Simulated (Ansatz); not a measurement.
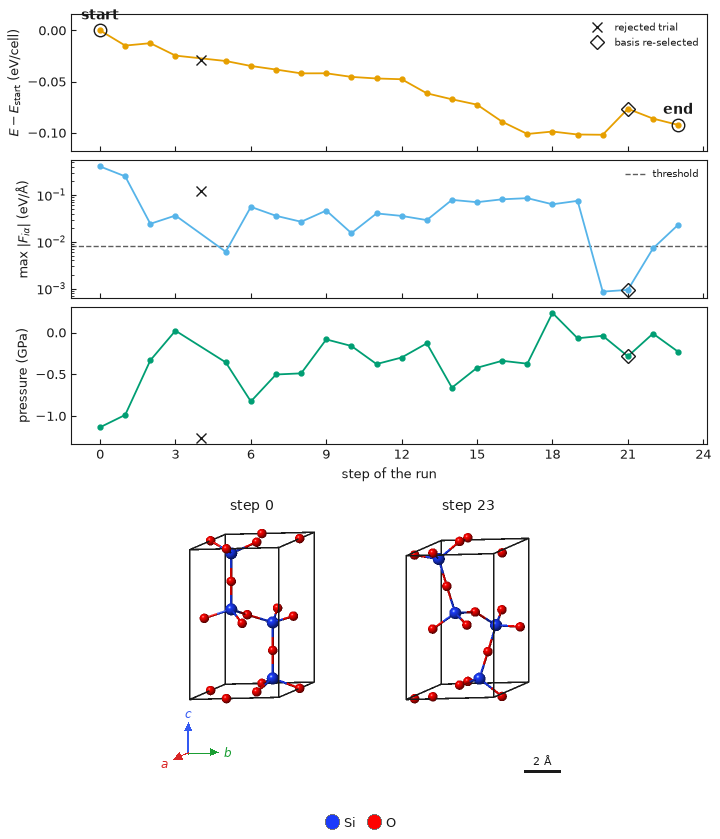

First and last geometry of a relaxation of crystalline SiO$_{2}$ (set up in C222_1), with the history of the run. The picture is a ball-and-stick view of the cell of the calculation, seen slightly off an axis.

Case: uniaxial strain along a of +1.5 %; b, c and atoms relaxed.

The calculation used DFT LDA, scalar-relativistic, plane waves, PAW in Ansatz 0.2.0. Settings: plane-wave cutoff 420 eV; k-point mesh 6 × 6 × 4; occupations gaussian; smearing width 0.02 eV; no spin polarisation; cell relaxed at fixed a, angles; force threshold 0.008 eV/Å; at most 40 steps.

> Did the run converge, and what did it change?

The run was cut off at its time limit before the relaxation converged, so the last structure is only a point on the way. The energy falls by 92.2 meV per cell of the calculation in 21 accepted moves (23 points after the start). The largest force component goes from 0.41 to 0.023 eV/Å. Pressure: −1.13 GPa at the start and −0.23 GPa at the end. The line search rejected the trial step at point 4 of the run. The SCF was repeated once at an unchanged geometry on a basis and grid sized afresh for the cell, which shifted the energy by 25.4 meV per cell of the calculation at most. The largest moves relative to the cell, 0.82 Å, are those of O atoms. Largest moves by element: O 0.82 Å, Si 0.47 Å. The volume changes by −5.8 %, with a unchanged at 5.090 Å, b 5.020 → 4.931 Å (−1.8 %), c 8.507 → 8.158 Å (−4.1 %). Some distances before and after: O–Si 1.625 → 1.608 Å, O–Si 1.602 → 1.610 Å, O–Si 1.591 → 1.598 Å. Bond angles that change, for instance: Si–O–Si 147.6° → 140.8°, Si–O–Si 180.0° → 174.0°, Si–O–Si 148.4° → 144.0°. The space group (tolerance 0.01 Å) goes from C222_1 (No. 20) to P2_1 (No. 4).
